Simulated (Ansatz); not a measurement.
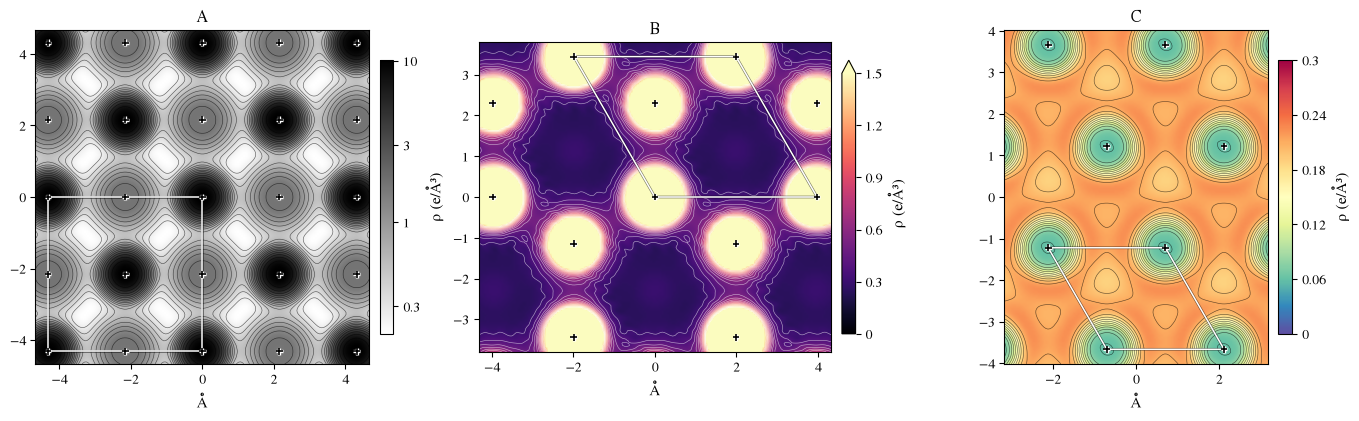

The valence electron density of 3 systems, each on a plane through atoms (crosses mark nuclei in the plane).

Computed with Ansatz 0.2.0, DFT r2SCAN, scalar-relativistic, plane waves, PAW.

System 1: Al, the (001) plane of the conventional cell. Space group P6₃/mmc; a structure from a database of computed crystals, not necessarily the ambient phase.

System 2: TiC, the (100) plane of the conventional cell. Space group Fm-3m; a structure from a database of computed crystals, not necessarily the ambient phase; computed pressure about 2 GPa in this cell; computed without spin polarisation.

System 3: Ni2Ge, the (001) plane of the conventional cell. Space group P6₃/mmc; a structure from a database of computed crystals, not necessarily the ambient phase; computed without spin polarisation.

```
CELL_PARAMETERS angstrom
3.97814 0.00000 0.00000
-1.98907 3.44517 0.00000
0.00000 0.00000 5.03738
ATOMIC_POSITIONS crystal
Ni 0.66667 0.33333 0.25000
Ni 0.33333 0.66667 0.75000
Ni 0.00000 0.00000 0.00000
Ni 0.00000 0.00000 0.50000
Ge 0.66667 0.33333 0.75000
Ge 0.33333 0.66667 0.25000
```

Q: Which map belongs to which system?

A: Panel A is system 2, TiC: the plane holds Ti and C. Ti–C (2.16 Å): ρ at the midpoint is about 0.52 e/Å³. Panel B is system 3, Ni2Ge: the plane holds Ni and Ge. Ni–Ge (2.30 Å): ρ at the midpoint is about 0.51 e/Å³. Panel C is system 1, Al: the plane holds Al. Al–Al (2.82 Å): the density is about 0.21 e/Å³ at the midpoint.
